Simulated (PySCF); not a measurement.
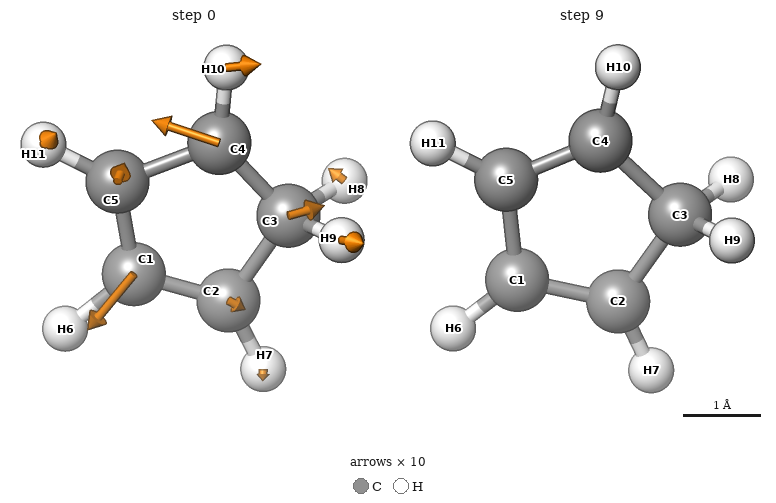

The structure of C5H6 before (left) and after (right) a relaxation, at one scale. The orange arrows give the displacements, magnified 10 times.

Style: ball-and-stick. Shown at a tilt.

The start comes from MMFF94s. Its atoms were then displaced at random by about 0.03 Å.

These are results of PBE0-D3(BJ)/def2-SVP geometry optimisation, gas phase (PySCF 2.14.0, density-fitted response routines), not measurements. 

Q: What changed between the two?

A: The energy falls by 23.1 kcal/mol in 9 geometry steps. C1 moves most after the best rigid fit: 0.10 Å. By element the largest moves are C 0.10 Å, H 0.05 Å. Some distances before and after: C3–C4 1.391 → 1.496 Å, C1–H6 1.194 → 1.092 Å, C4–C5 1.436 → 1.350 Å, C1–C5 1.382 → 1.464 Å. Bond angles that change, for instance: C3–C4–H10 134.9° → 124.2°, C5–C4–H10 117.6° → 126.8°, C2–C1–C5 116.3° → 109.2°.
